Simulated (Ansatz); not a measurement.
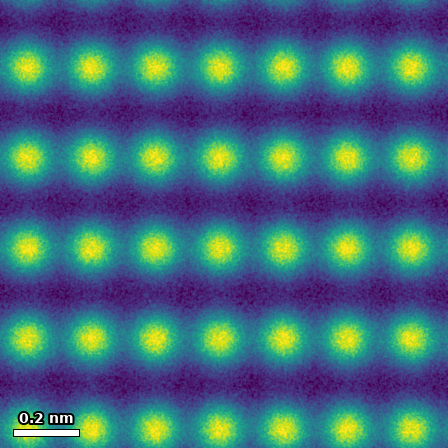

Integrated-DPC-like image of Tb. Simulated as the projected potential of neutral atoms (B = 0.5 Å²) blurred by a 1.02 Å probe, the thin-sample limit of integrated differential phase contrast. The display is stretched by a gamma of 0.8; percentages refer to the linear signal. Shot noise was added.

Question: What two-dimensional lattice does the image show, and how large is its cell?

Answer: The pattern repeats on a rectangular net of 2.0 × 2.8 Å.

Question: What is the plane group of the image?

Answer: p2mm: mirror lines in two perpendicular directions, with twofold points where they cross.

Question: How many columns does the smallest repeating cell hold, and how many levels of brightness?

Answer: 1 column in the primitive cell of 5.6 Å², all of one brightness.

The crystal is Tb (Im-3m, No. 229) seen along [110]. Structure used: the geometry given to an electronic-structure calculation, possibly off equilibrium; the starting structure was generated, so it need not be a known form of this composition.
